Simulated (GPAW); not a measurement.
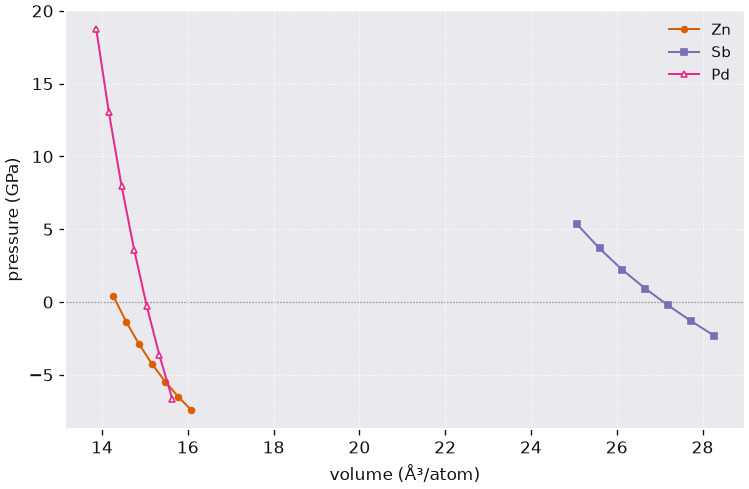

The plot gives the computed pressure against volume, with one curve for each element, for Pd, Sb and Zn (all in space group Fm-3m (No. 225)).

Computed with GPAW 26.7.0: PAW DFT in plane waves, on a grid or in atomic orbitals, no spin polarisation; energies at scaled volumes of the given cell, shape and fractions fixed, counted from the fit's minimum, third-order Birch-Murnaghan fit. Level: r2SCAN.

```tsv
setting	value
occupations	Fermi–Dirac
smearing width	0.05 eV
potentials	GPAW PAW data sets (gpaw data 1.2.1)
wave cutoff	600 eV
```

Settings that differ: Zn: k mesh 12×12×12; Sb: k mesh 10×10×10; Pd: k mesh 9×9×9.

> Order the curves by fitted equilibrium volume, smallest first.

Zn 14.336, Pd 15.023, Sb 27.100 Å³/atom.

> Order the curves by fitted bulk modulus, smallest first.

Sb 57.7, Zn 87.0, Pd 186.0 GPa.

> For Zn: how does the pressure vary with volume?

It falls from 0.44 GPa at volume 14.26 Å³/atom to −7.41 GPa at 16.08 Å³/atom, and changes sign near 14.33 Å³/atom.

> For Sb: read off the course of the pressure.

It falls from 5.37 GPa at volume 25.07 Å³/atom to −2.30 GPa at 28.27 Å³/atom, and changes sign near 27.09 Å³/atom.

> For Pd: what does the pressure do across the range?

It falls from 18.77 GPa at volume 13.865 Å³/atom to −6.63 GPa at 15.635 Å³/atom, and changes sign near 15.02 Å³/atom.

Limits of the calculation: the fit and the printed pressures don't fully agree, or the minimum lies near the end of the range.
